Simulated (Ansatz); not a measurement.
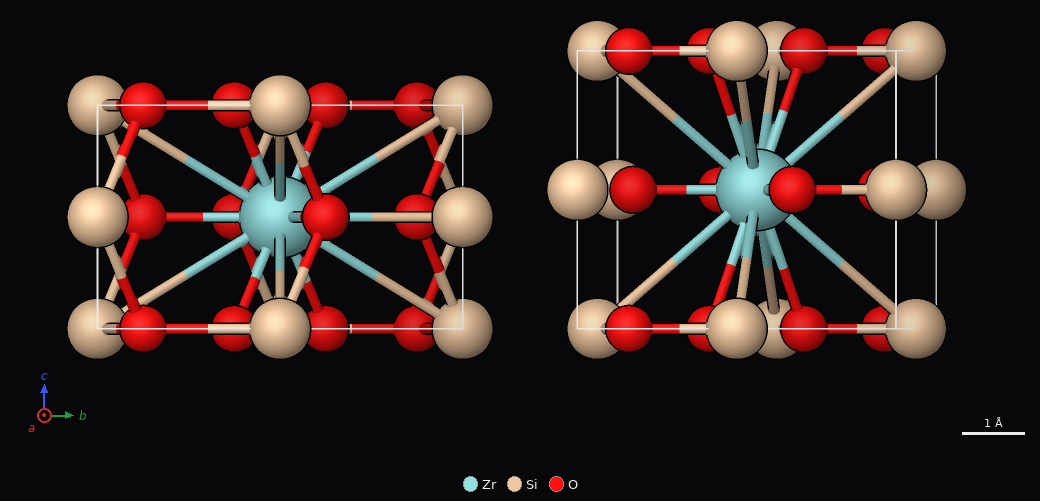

Two geometries of a crystal of ZrSi3O8 (a generated structure, set up in Cmmm) (coarse preliminary run), drawn at one scale. One is the start of a relaxation, the other its converged end. The picture is a ball-and-stick view of the cell of the calculation, seen along the a axis.

All numbers below come from DFT PBE, scalar-relativistic, plane waves, PAW in Ansatz 0.2.0. Set-up: plane-wave cutoff 420 eV; k-point mesh 4 × 4 × 6; occupations gaussian; smearing width 0.1 eV; no spin polarisation; cell and atoms relaxed; force threshold 0.04 eV/Å; at most 70 steps.

Question: Which of the two is the end point?

Answer: The right one is the relaxed one. The largest moves relative to the cell, 0.20 Å, are those of O atoms. Si and Zr stay in place. The drawn cell changes as follows: a = b 6.283 → 5.749 Å (−8.5 %), c 3.627 → 4.509 Å (+24.3 %), γ 109.5° → 122.5°; the volume changes by −6.9 %. Some distances before and after: Si–Zr 3.627 → 2.766 Å, Si–Si 3.627 → 2.766 Å, O–Si 2.221 → 1.708 Å, O–Si 2.221 → 1.747 Å. New bonds form: O–Si (2.22 → 1.71 Å). Bond angles that change, for instance: Zr–O–Zr 109.5° → 118.9°, Si–O–Si 109.5° → 104.7°. The space group stays Cmmm (No. 65). After 22 accepted moves (26 points after the start) the energy has fallen by 6.285 eV per cell of the calculation. Largest force component: 1.5 eV/Å at the start, 0.01 eV/Å at the end. The pressure goes from −30.86 to 0.09 GPa. The line search rejected the trial step at point 14 of the run. The SCF was repeated 3 times at an unchanged geometry on a basis and grid sized afresh for the cell, which shifted the energy by 0.230 eV per cell of the calculation at most.
